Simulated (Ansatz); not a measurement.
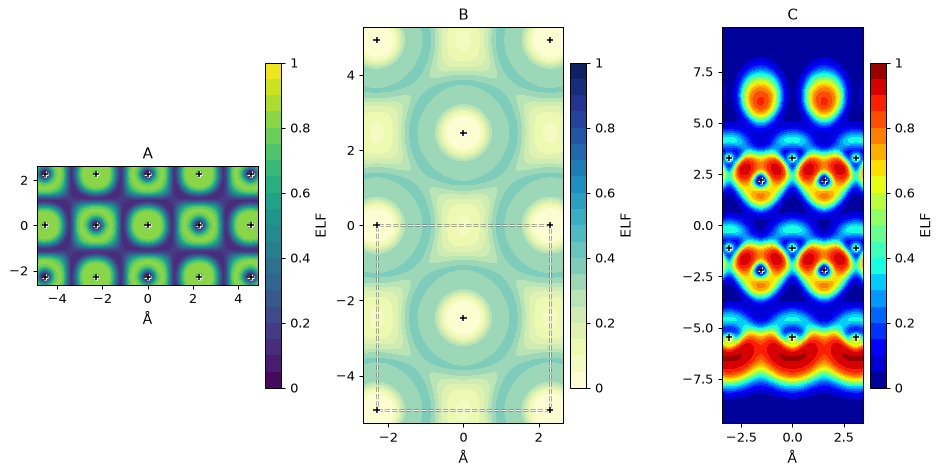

The ELF of 3 systems, each on a plane through atoms (crosses mark nuclei in the plane).

Method: DFT PBE, scalar-relativistic, plane waves, PAW in Ansatz.

System 1: Si₆C₅ (slab), the (010) plane of the calculation cell, a cut from vacuum to vacuum. Not relaxed (largest force 0.4 eV/Å).

```cif
data_structure
_symmetry_space_group_name_H-M 'P 1'
_symmetry_Int_Tables_number 1
_cell_length_a 3.0969
_cell_length_b 3.0969
_cell_length_c 25.9493
_cell_angle_alpha 90.000
_cell_angle_beta 90.000
_cell_angle_gamma 90.000
_cell_volume 248.88
loop_
_atom_site_label
_atom_site_type_symbol
_atom_site_fract_x
_atom_site_fract_y
_atom_site_fract_z
_atom_site_occupancy
Si1 Si 0.50000 0.50000 0.28902 1
C1 C 0.50000 0.00000 0.33122 1
Si2 Si 0.00000 0.00000 0.37341 1
C2 C 0.00000 0.50000 0.41561 1
Si3 Si 0.50000 0.50000 0.45780 1
C3 C 0.50000 0.00000 0.50000 1
Si4 Si 0.00000 0.00000 0.54220 1
C4 C 0.00000 0.50000 0.58439 1
Si5 Si 0.50000 0.50000 0.62659 1
C5 C 0.50000 0.00000 0.66878 1
Si6 Si 0.00000 0.00000 0.71098 1
```

System 2: HfN, the (100) plane of the conventional cell. Space group Fm-3m; computed without spin polarisation.

```xyz
8
Lattice="4.5478 0.0000 0.0000 0.0000 4.5478 0.0000 0.0000 0.0000 4.5478" Properties=species:S:1:pos:R:3 pbc="T T T"
Hf    0.0000    0.0000    0.0000
Hf    2.2739    2.2739    0.0000
Hf    2.2739    0.0000    2.2739
Hf    0.0000    2.2739    2.2739
N     2.2739    0.0000    0.0000
N     0.0000    2.2739    0.0000
N     0.0000    0.0000    2.2739
N     2.2739    2.2739    2.2739
```

System 3: Sn, the (110) plane of the conventional cell. Space group I4/mmm.

```
Sn
1.0
     3.48109    0.00000    0.00000
     0.00000    3.48109    0.00000
     0.00000    0.00000    4.61864
Sn
2
Direct
  0.00000 0.00000 0.00000
  0.50000 0.50000 0.50000
```

Question: Which map belongs to which system?

Answer: Panel A is system 2, HfN: the plane holds Hf and N. Hf–N (2.27 Å): the ELF peaks at about 0.80 in the valence shell of N, 0.7 Å from its nucleus, and is about 0.15 at the midpoint (no localised pair shows between them). Panel B is system 3, Sn: the plane holds Sn. Sn–Sn (3.38 Å): the ELF is about 0.30 at the midpoint. Panel C is system 1, Si₆C₅: the plane holds Si and C. Si–C (1.90 Å): the ELF peaks at about 0.95 between the atoms, as expected for localised, covalent bonding.
